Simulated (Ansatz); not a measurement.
**Run report: SiN, geometry relaxation (part 2 of 2)**

SiN (P6₃mc, 4 atoms in the cell); DFT r2SCAN, scalar-relativistic, plane waves, PAW, no spin polarisation (Ansatz 0.2.0); cutoff 500 eV, 18×18×8 k-mesh, Gaussian smearing of 0.1 eV. The structure was made by swapping elements on the sites of another compound; it need not be a known phase. It belongs to a series of runs on one base structure; here: C -> N on all its sites, cell and atoms relaxed.

Geometry of the input (Å; fractional positions):
```
2.8090  0.0000  0.0000
-1.4045  2.4327  0.0000
0.0000  0.0000  5.6492
Si 0.3333  0.6667  0.5154
Si 0.6667  0.3333  1.0154
N  0.3333  0.6667  0.8596
N  0.6667  0.3333  0.3596
```

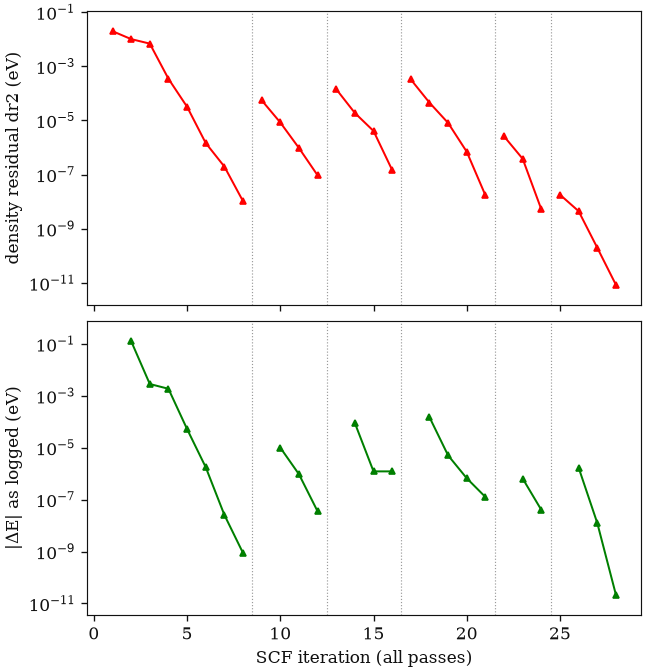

*Convergence of the self-consistent field: density residual dr2 and size of the energy change against the SCF iteration. The dotted lines part the SCF passes of the relaxation: geometry steps, rejected trials and re-solves on a re-selected basis.*

The 6 passes take 3 to 8 iterations each, 28 in all.

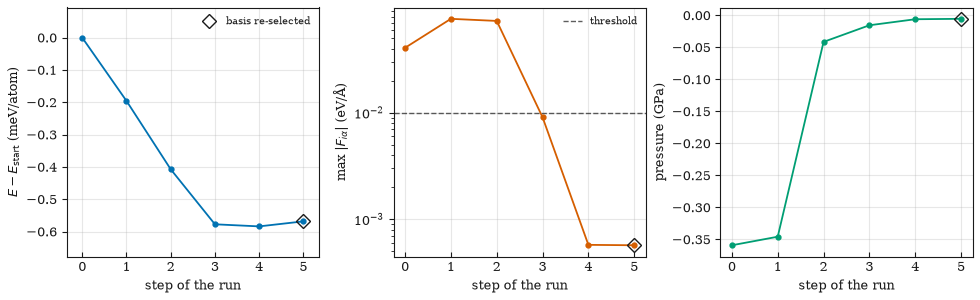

*Progress of the relaxation, step by step (the first geometry is step 0 here and step 1 in the log).*

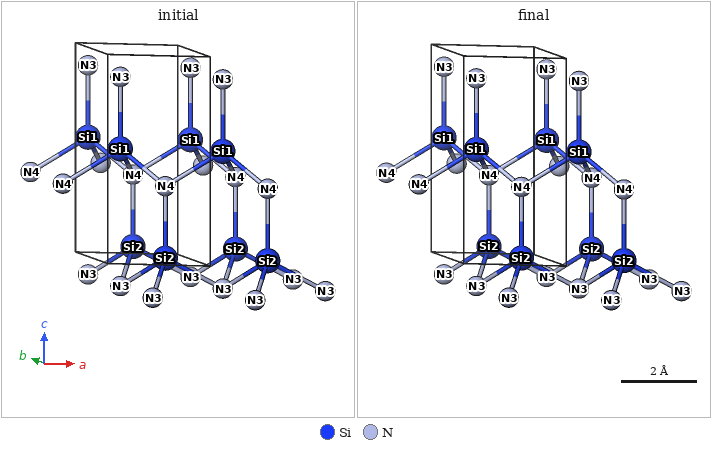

*Before (left) and after (right) the relaxation, at one scale (ball-and-stick view of the cell of the calculation, repeated 2 × 2 × 1, with bonded neighbours outside it, seen slightly off an axis).*

The largest moves relative to the cell, 0.005 Å, are those of Si1, Si2, N3 and N4. Largest moves by element: N 0.005 Å, Si 0.005 Å. The volume changes by −0.5 %, with a = b 2.809 → 2.812 Å (+0.1 %), c 5.649 → 5.606 Å (−0.8 %). Among the contacts that change: Si1–N3 1.944 → 1.920 Å. The space group stays P6_3mc (No. 186). Over 4 geometry steps the energy falls by 0.6 meV per atom. Largest force component: 0.041 eV/Å at the start, 0.00057 eV/Å at the end. Pressure: −0.36 GPa at the start and −0.01 GPa at the end. A last SCF at the same geometry on a re-selected plane-wave basis shifts the energy by +0.0 meV per atom. (Atoms are counted from 1 in the order of the input.)

```
basis re-selected at this cell: Δ(F+E_penalty+E_count) = +6.136e-5 eV, ΔP = +0.001 GPa vs the last step (what re-selecting the basis moved, of the pressure what is left beyond the Pulay correction that the steps carried, after the strain that the cell walked since its last selection, with what the two solves' SCF thresholds leave and, on support functions, any second-order correction that the steps lacked; it is no measure of the basis error at this ecutwfc). This SCF's stress stands 9.14e-3 GPa from its target on what of the cell is left free (relax.cell.stress_tol is 1.00e-1 GPa) and its largest allowed force component is 5.71e-4 eV/Å (relax.f_tol is 1.00e-2 eV/Å): within both
SCF converged after 4 iterations
Free energy (F): -2048.083969 eV
Harris-Foulkes:  -2048.083969 eV  (|F-HF|=6.37e-12)
Internal energy: -2048.078601 eV  (E = F + TS)
E sigma→0 (E₀):  -2048.081285 eV
Entropy (-TS):   -0.005368 eV (-1.342 meV/atom)
Fermi energy:    13.094255 eV
--- Per-component energies (eV) ---
  E_band       = 53.121546
  E_kinetic    = 357.772179
  E_local      = -403.650702  (includes V_loc(G=0)·N_el)
  E_nonlocal   = 135.920894
  E_hartree    = 134.158012
  E_xc         = -226.470199
  E_vxc        = -276.337037  (∫ρ·V_xc dr)
  E_paw        = -1296.205856  (= ΣΔE_a)
  E_vpaw       = -43.839283  (= ΣTr[D̂ρ^β])
  E_aug_tail   = 0.000048  (compensation charges beyond the density's cutoff)
  E_vtau       = 14.939448  (kinetic-family band-sum trace: ∫τ·v_τ [+ j·A + Jᵃ·Aᵃ] dr)
  E_ewald      = -749.390982
  E_core_change = -0.211995  (= ΣΔE_core)
  E_smearing   = -0.005368  (= −TS)
  E_closure    = -0.000000  (closes the sum)
  Σ components = -2048.083969   (vs F -2048.083969, Δ=0.00e0)
--- Forces (eV/Å), atoms counted from 1 ---
  atom   1  Si     0.00000000    -0.00000000    -0.00057123
  atom   2  Si    -0.00000000     0.00000000    -0.00057123
  atom   3  N     -0.00000000     0.00000000     0.00057136
  atom   4  N     -0.00000000     0.00000000     0.00057136
  max |Σ_I F_I| component: 2.63e-7 eV/Å
--- Stress (GPa, compression-positive) ---
       -0.009143       0.000000       0.000000
        0.000000      -0.009143       0.000000
        0.000000       0.000000       0.002056
  P = ⅓ Tr σ = -0.0054 GPa (-0.054 kbar)
--- Band table (eV; the first three rows and the last of 185) ---
  k-point 0: bands = ["-9.2249", "-7.4620", "-0.6645", "6.1463", "8.2274", "8.2274", "8.6415", "8.6415", "10.0873", "16.8610", "18.0354", "18.7278", "20.4158"]
  k-point 1: bands = ["-9.1756", "-7.5597", "-0.4587", "5.6118", "8.2424", "8.2424", "8.6249", "8.6249", "10.6470", "16.8010", "17.9092", "18.6603", "20.4339"]
  k-point 2: bands = ["-9.0302", "-7.8155", "0.1195", "4.4924", "8.2855", "8.2855", "8.5782", "8.5782", "11.8377", "16.4558", "17.7324", "18.4777", "20.4998"]
  k-point 184: bands = ["-5.5582", "-5.5582", "2.0156", "2.0156", "3.3666", "3.3666", "5.6456", "5.6456", "13.9377", "13.9377", "13.9417", "13.9417", "20.8229"]
--- Relaxed structure (5 steps of the walk, 5 accepted, 1 SCFs on fresh bases) ---
  F+E_penalty+E_count = -2048.08396944 eV   max|allowed force component| = 5.713e-4 eV/Å   (the final SCF, on the basis selected at the relaxed cell)
  cell:  # Å, volume = 38.3982 Å³
    - [2.81219009370957, -2.8899931063906288e-11, -2.667892634069568e-35]
    - [-1.4060950468297568, 2.4354280614378783, 1.3339463170110402e-35]
    - [-6.03605099985294e-35, -2.6826893332679734e-35, 5.606483075587642]
  atoms:
    - { symbol: Si, position: [0.3333333333333333, 0.6666666666666667, 0.5163013295057522] }
    - { symbol: Si, position: [0.6666666666666666, 0.3333333333333333, 1.0163013295057521] }
    - { symbol: N, position: [0.3333333333333333, 0.6666666666666667, 0.8586986704942475] }
    - { symbol: N, position: [0.6666666666666666, 0.3333333333333333, 0.3586986704942477] }
```

Trajectory as extended XYZ (Å, eV, eV/Å), 6 frames, from step=1 to step=6
```
4
Lattice="2.8090 0.0000 0.0000 -1.4045 2.4327 0.0000 0.0000 0.0000 5.6492" Properties=species:S:1:pos:R:3:forces:R:3 step=1 energy=-2048.08170 pressure_GPa=-0.36
Si    0.0000    1.6218    2.9118    0.0000   0.0000   0.0407
Si    1.4045    0.8109    5.7364    0.0000   0.0000   0.0407
N     0.0000    1.6218    4.8559    0.0000   0.0000  -0.0407
N     1.4045    0.8109    2.0313    0.0000   0.0000  -0.0407
4
Lattice="2.8122 0.0000 0.0000 -1.4061 2.4355 0.0000 0.0000 0.0000 5.6357" Properties=species:S:1:pos:R:3:forces:R:3 step=2 energy=-2048.08248 pressure_GPa=-0.35
Si    0.0000    1.6236    2.9042    0.0000   0.0000   0.0762
Si    1.4061    0.8118    5.7220    0.0000   0.0000   0.0762
N     0.0000    1.6236    4.8449    0.0000   0.0000  -0.0761
N     1.4061    0.8118    2.0271    0.0000   0.0000  -0.0761
4
Lattice="2.8122 0.0000 0.0000 -1.4061 2.4355 0.0000 0.0000 0.0000 5.6209" Properties=species:S:1:pos:R:3:forces:R:3 step=3 energy=-2048.08332 pressure_GPa=-0.04
Si    0.0000    1.6236    2.8980    0.0000   0.0000   0.0729
Si    1.4061    0.8118    5.7085    0.0000   0.0000   0.0729
N     0.0000    1.6236    4.8308    0.0000   0.0000  -0.0726
N     1.4061    0.8118    2.0203    0.0000   0.0000  -0.0726
4
Lattice="2.8130 0.0000 0.0000 -1.4065 2.4362 0.0000 0.0000 0.0000 5.6038" Properties=species:S:1:pos:R:3:forces:R:3 step=4 energy=-2048.08401 pressure_GPa=-0.02
Si    0.0000    1.6241    2.8930    0.0000   0.0000   0.0091
Si    1.4065    0.8121    5.6949    0.0000   0.0000   0.0091
N     0.0000    1.6241    4.8122    0.0000   0.0000  -0.0090
N     1.4065    0.8121    2.0103    0.0000   0.0000  -0.0090
4
Lattice="2.8122 0.0000 0.0000 -1.4061 2.4354 0.0000 0.0000 0.0000 5.6065" Properties=species:S:1:pos:R:3:forces:R:3 step=5 energy=-2048.08403 pressure_GPa=-0.01
Si    0.0000    1.6236    2.8946    0.0000   0.0000  -0.0006
Si    1.4061    0.8118    5.6979    0.0000   0.0000  -0.0006
N     0.0000    1.6236    4.8143    0.0000   0.0000   0.0006
N     1.4061    0.8118    2.0110    0.0000   0.0000   0.0006
4
Lattice="2.8122 0.0000 0.0000 -1.4061 2.4354 0.0000 0.0000 0.0000 5.6065" Properties=species:S:1:pos:R:3:forces:R:3 step=6 energy=-2048.08397 pressure_GPa=-0.01
Si    0.0000    1.6236    2.8946    0.0000   0.0000  -0.0006
Si    1.4061    0.8118    5.6979    0.0000   0.0000  -0.0006
N     0.0000    1.6236    4.8143    0.0000   0.0000   0.0006
N     1.4061    0.8118    2.0110    0.0000   0.0000   0.0006
```

Key numbers

```json
{"quantity": "outcome", "value": "converged"}
{"quantity": "space group (tolerance 0.01 Å)", "value": "P6₃mc (186)"}
{"quantity": "electrons treated", "value": "18"}
{"quantity": "free energy", "value": "−2048.0840 eV"}
{"quantity": "Fermi energy", "value": "13.094 eV"}
{"quantity": "gap on the k-point mesh", "value": "none (metallic)"}
{"quantity": "pressure", "value": "−0.01 GPa"}
{"quantity": "final volume", "value": "38.40 Å³"}
{"quantity": "largest force (length of the vector) at the end", "value": "0.001 eV/Å"}
{"quantity": "final cell", "value": "a = 2.812 Å, b = 2.812 Å, c = 5.606 Å, α = 90.00°, β = 90.00°, γ = 120.00°"}
{"quantity": "hardware", "value": "1 thread of Oxide Virtual Turin-like (Zen 5), 32 GiB of memory available, shared host"}
{"quantity": "wall time", "value": "2.1 min"}
{"quantity": "peak memory", "value": "0.58 GiB"}
```
